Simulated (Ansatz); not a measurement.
**Two runs on TaN**

System: TaN (P-6m2, 2 atoms in the cell).
Method of run 1: Kohn-Sham DFT of a periodic cell, PBE, all-electron LAPW, scalar-relativistic, no spin polarisation (Ansatz 0.2.0).

The structure derives from an entry of the Crystallography Open Database. Text and figures count atoms from 1; the logs count them from 0 in places.

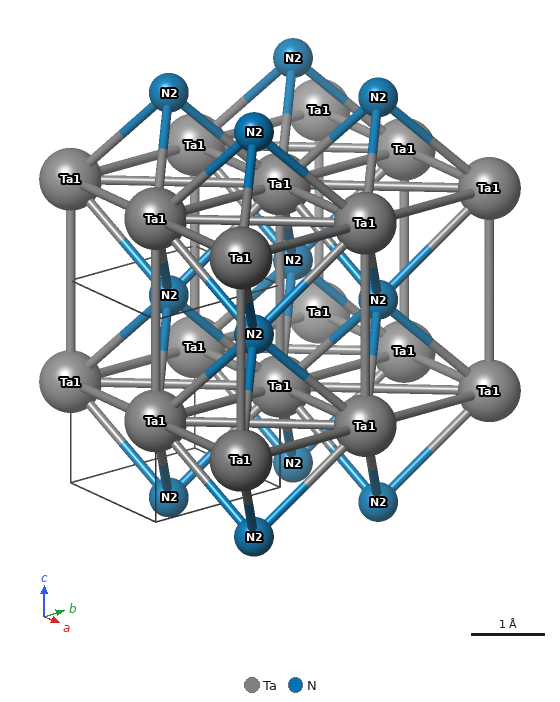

The input geometry (ball-and-stick view of the cell of the calculation, repeated 2 × 2 × 2, seen slightly off an axis; atoms are numbered from 1 in the order of the input). Near neighbours in the crystal (not all of them lie inside the picture): Ta has 6 N at 2.20 Å and 8 Ta at 2.84 to 2.90 Å; N has 6 Ta at 2.20 Å.

Input file, run 1:
```yaml
crystal:
  lattice:
    - [2.8982924298, 0.0, 0.0]
    - [-1.4491462149, 2.5099948717, 0.0]
    - [0.0, 0.0, 2.8440357641]
  atoms:
    - { symbol: Ta, position: [0.0, 0.0, 0.5] }
    - { symbol: "N", position: [0.6666666667, 0.3333333333, 0.0] }
kpoints:
  mp_grid: { grid: [10, 10, 9] }
scf:
  occupations: { method: fermi_dirac, width: 0.05 }
hamiltonian:
  xc: pbe
  pseudopotentials: { kind: all_electron, lapw: { basis_error: 0.0005 } }
output:
  forces: true
  stress: true
  eigenvalues: true
```

Command:
```bash
ansatz run input.yaml --threads 1 --pin off --max-ram 2560MiB --backend cpu --events-out ev --progress --plain --runs-dir out
```

Hardware: 1 thread of Arm Neoverse V1, 24 GiB of memory available, shared host.

Output, shortened to warnings, some set-up lines, iterations and results (run 1):
```
Basis set: ecut = 389.932625988914 eV, 381 PW (Γ), exchange–correlation at level 2
Symmetry: 12 space group operations
k-points: 70 of 900 (time reversal used)
Initial density: superposition of atomic densities (chi_scale 0.1, normalization cell, long waves kept (reshape's long-wave potential 0.00 eV rms))
[...]
SCF iter   1: F=—  HF=-426062.794093 eV  |F-HF|=—  |Δ(HF+E_count)|=         —  Δρ=1.20e-1  dr2=3.29e0  ethr=6.59e-3  ⟨swp⟩=2.0  Hψ=13368  notcnv=0
SCF iter   2: F=—  HF=-426062.193024 eV  |F-HF|=—  |Δ(HF+E_count)|=   6.01e-1  Δρ=7.24e-2  dr2=1.29e0  ethr=6.59e-3  ⟨swp⟩=3.0  Hψ=6295  notcnv=0
SCF iter   3: F=—  HF=-426061.432607 eV  |F-HF|=—  |Δ(HF+E_count)|=   7.60e-1  Δρ=1.81e-2  dr2=5.22e-2  ethr=1.04e-4  ⟨swp⟩=2.0  Hψ=10953  notcnv=0
SCF iter   4: F=—  HF=-426061.436080 eV  |F-HF|=—  |Δ(HF+E_count)|=         —  Δρ=2.35e-3  dr2=1.15e-3  ethr=1.04e-4  ⟨swp⟩=2.0  Hψ=6604  notcnv=0
SCF iter   5: F=—  HF=-426061.431820 eV  |F-HF|=—  |Δ(HF+E_count)|=   4.26e-3  Δρ=1.63e-3  dr2=7.21e-4  ethr=2.30e-6  ⟨swp⟩=2.0  Hψ=6304  notcnv=0
SCF iter   6: F=—  HF=-426061.431380 eV  |F-HF|=—  |Δ(HF+E_count)|=   4.41e-4  Δρ=3.92e-4  dr2=2.63e-5  ethr=1.44e-6  ⟨swp⟩=2.0  Hψ=6304  notcnv=0
SCF iter   7: F=—  HF=-426061.431372 eV  |F-HF|=—  |Δ(HF+E_count)|=   7.63e-6  Δρ=4.19e-5  dr2=2.39e-7  ethr=5.25e-8  ⟨swp⟩=2.1  Hψ=6310  notcnv=0
SCF iter   8: F=-426061.431372 eV  HF=-426061.431372 eV  |F-HF|=1.22e-9  |Δ(HF+E_count)|=   1.32e-7  Δρ=5.86e-6  dr2=3.17e-9  ethr=4.78e-10  ⟨swp⟩=3.0  Hψ=6571  notcnv=0
SCF 1 converged in 8 iterations: F = -426061.431372 eV  dr2 = 3.17e-9
SCF converged after 8 iterations
Free energy (F): -426061.431372 eV
Harris-Foulkes:  -426061.431372 eV  (|F-HF|=1.22e-9)
Internal energy: -426061.431096 eV  (E = F + TS)
E sigma→0 (E₀):  -426061.431234 eV
Entropy (-TS):   -0.000276 eV (-0.138 meV/atom)
Fermi energy:    26.655234 eV
--- Per-component energies (eV) ---
  E_band       = -4668.322744
  E_kinetic    = 475430.957057
  E_xc         = -8813.741520
  E_electrostatic = -892678.646633  (all electrons and nuclei)
  E_smearing   = -0.000276  (= −TS)
  E_closure    = 0.000000  (closes the sum)
  E_atoms      = -426041.112071  (free atoms, spherical and without spin; not in F)
  Σ components = -426061.431372   (vs F -426061.431372, Δ=0.00e0)
  Basis errors (estimates in eV, not in F): energy 1.7e-4 per atom: plane waves 1.5e-4 (8.1e-5 summed), levels above the bands 1.1e-92, relativity 3.0e-8, radial functions 2.1e-5, core shells 6.1e-7; eigenvalues (radial functions only) 1.4e-6; not estimated: angular momenta, meshes, grids; target …
--- Forces (eV/Å), atoms counted from 1 ---
  atom   1  Ta    -0.00000000     0.00000000     0.00000000
  atom   2  N      0.00000000     0.00000000     0.00000000
  max |Σ_I F_I| component: 9.25e-17 eV/Å
--- Stress (GPa, compression-positive) ---
       19.709275       0.000000       0.000000
       -0.000000      19.709275       0.000000
        0.000000       0.000000      22.592471
  P = ⅓ Tr σ = 20.6703 GPa (206.703 kbar)
```

The input of run 2 differs as follows (lines with − go, lines with + come):
```diff
-    - [2.8982924298, 0.0, 0.0]
-    - [-1.4491462149, 2.5099948717, 0.0]
-    - [0.0, 0.0, 2.8440357641]
+    - [2.8780239874, 0.0, 0.0]
+    - [-1.4390119937, 2.4924418858, 0.0]
+    - [0.0, 0.0, 2.8241467514]
```

Predict how the results change.

With the same functional and potentials, run 2 lies 33.9 meV per atom higher. The pressure goes from 20.67 to 29.92 GPa. The volume per atom goes from 10.34 to 10.13 Å³. The cell is scaled evenly with the atoms at fixed fractional positions, so −ΔP/Δ ln V estimates the bulk modulus midway between the two volumes: about 440 GPa. The number of SCF iterations is the same.

Output, shortened to warnings, some set-up lines, iterations and results (run 2):
```
Basis set: ecut = 396.1429022276214 eV, 381 PW (Γ), exchange–correlation at level 2
Symmetry: 12 space group operations
k-points: 70 of 900 (time reversal used)
Initial density: superposition of atomic densities (chi_scale 0.1, normalization cell, long waves kept (reshape's long-wave potential 0.00 eV rms))
[...]
SCF iter   1: F=—  HF=-426062.727390 eV  |F-HF|=—  |Δ(HF+E_count)|=         —  Δρ=1.22e-1  dr2=3.28e0  ethr=6.56e-3  ⟨swp⟩=2.0  Hψ=13378  notcnv=0
SCF iter   2: F=—  HF=-426062.086623 eV  |F-HF|=—  |Δ(HF+E_count)|=   6.41e-1  Δρ=7.14e-2  dr2=1.21e0  ethr=6.56e-3  ⟨swp⟩=3.0  Hψ=6303  notcnv=0
SCF iter   3: F=—  HF=-426061.364327 eV  |F-HF|=—  |Δ(HF+E_count)|=   7.22e-1  Δρ=1.81e-2  dr2=5.01e-2  ethr=1.00e-4  ⟨swp⟩=2.0  Hψ=11047  notcnv=0
SCF iter   4: F=—  HF=-426061.367789 eV  |F-HF|=—  |Δ(HF+E_count)|=         —  Δρ=2.40e-3  dr2=1.02e-3  ethr=1.00e-4  ⟨swp⟩=2.0  Hψ=6556  notcnv=0
SCF iter   5: F=—  HF=-426061.363916 eV  |F-HF|=—  |Δ(HF+E_count)|=   3.87e-3  Δρ=1.50e-3  dr2=5.88e-4  ethr=2.03e-6  ⟨swp⟩=2.0  Hψ=6304  notcnv=0
SCF iter   6: F=—  HF=-426061.363549 eV  |F-HF|=—  |Δ(HF+E_count)|=   3.67e-4  Δρ=3.69e-4  dr2=2.20e-5  ethr=1.18e-6  ⟨swp⟩=2.0  Hψ=6304  notcnv=0
SCF iter   7: F=—  HF=-426061.363543 eV  |F-HF|=—  |Δ(HF+E_count)|=   6.43e-6  Δρ=4.04e-5  dr2=2.06e-7  ethr=4.40e-8  ⟨swp⟩=2.1  Hψ=6313  notcnv=0
SCF iter   8: F=-426061.363543 eV  HF=-426061.363543 eV  |F-HF|=3.09e-9  |Δ(HF+E_count)|=   1.20e-7  Δρ=5.38e-6  dr2=2.12e-9  ethr=4.12e-10  ⟨swp⟩=3.0  Hψ=6582  notcnv=0
SCF 1 converged in 8 iterations: F = -426061.363543 eV  dr2 = 2.12e-9
SCF converged after 8 iterations
Free energy (F): -426061.363543 eV
Harris-Foulkes:  -426061.363543 eV  (|F-HF|=3.09e-9)
Internal energy: -426061.363280 eV  (E = F + TS)
E sigma→0 (E₀):  -426061.363412 eV
Entropy (-TS):   -0.000263 eV (-0.132 meV/atom)
Fermi energy:    27.257688 eV
--- Per-component energies (eV) ---
  E_band       = -4636.321783
  E_kinetic    = 475434.276146
  E_xc         = -8814.416120
  E_electrostatic = -892681.223307  (all electrons and nuclei)
  E_smearing   = -0.000263  (= −TS)
  E_closure    = 0.000000  (closes the sum)
  E_atoms      = -426041.112071  (free atoms, spherical and without spin; not in F)
  Σ components = -426061.363543   (vs F -426061.363543, Δ=0.00e0)
  Basis errors (estimates in eV, not in F): energy 1.7e-4 per atom: plane waves 1.5e-4 (8.2e-5 summed), levels above the bands 1.6e-94, relativity 3.1e-8, radial functions 2.1e-5, core shells 7.3e-7; eigenvalues (radial functions only) 1.5e-6; not estimated: angular momenta, meshes, grids; target …
--- Forces (eV/Å), atoms counted from 1 ---
  atom   1  Ta    -0.00000000     0.00000000     0.00000000
  atom   2  N      0.00000000     0.00000000     0.00000000
  max |Σ_I F_I| component: 1.11e-16 eV/Å
--- Stress (GPa, compression-positive) ---
       28.603695       0.000000       0.000000
       -0.000000      28.603695       0.000000
        0.000000       0.000000      32.553229
  P = ⅓ Tr σ = 29.9202 GPa (299.202 kbar)
```

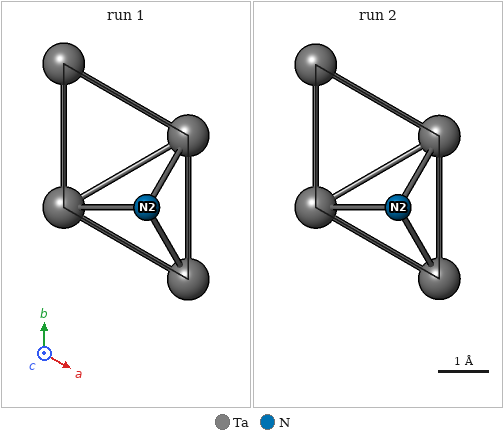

The two input geometries at one scale (ball-and-stick view of the cell of the calculation, along the c axis). No atom moves by more than 0.005 Å relative to the cell. The volume changes by −2.1 %, with a = b 2.898 → 2.878 Å (−0.7 %), c 2.844 → 2.824 Å (−0.7 %). Among the contacts that change: Ta–Ta 2.898 → 2.878 Å, Ta–Ta 2.844 → 2.824 Å, N–Ta 2.196 → 2.181 Å.

The two runs side by side:

| quantity | run 1 | run 2 |
| --- | --- | --- |
| outcome | converged | converged |
| free energy per atom (eV) | −213030.7157 | −213030.6818 |
| gap on the mesh (eV) | 0.00 | 0.00 |
| pressure (GPa) | 20.67 | 29.92 |
| volume per atom (Å³) | 10.34 | 10.13 |
| largest force (eV/Å) | 0.000 | 0.000 |
| SCF iterations | 8 | 8 |
| irreducible k-points | 70 | 70 |
| plane waves at Γ | 381 | 381 |
| wall time (shared host) | 35 s | 35 s |

For both runs: Spin–orbit coupling is left out, which matters for Ta. For run 1: The cell is under a pressure of 21 GPa at this level, so it is not at its equilibrium volume. For run 2: The cell is under a pressure of 30 GPa at this level, so it is not at its equilibrium volume.
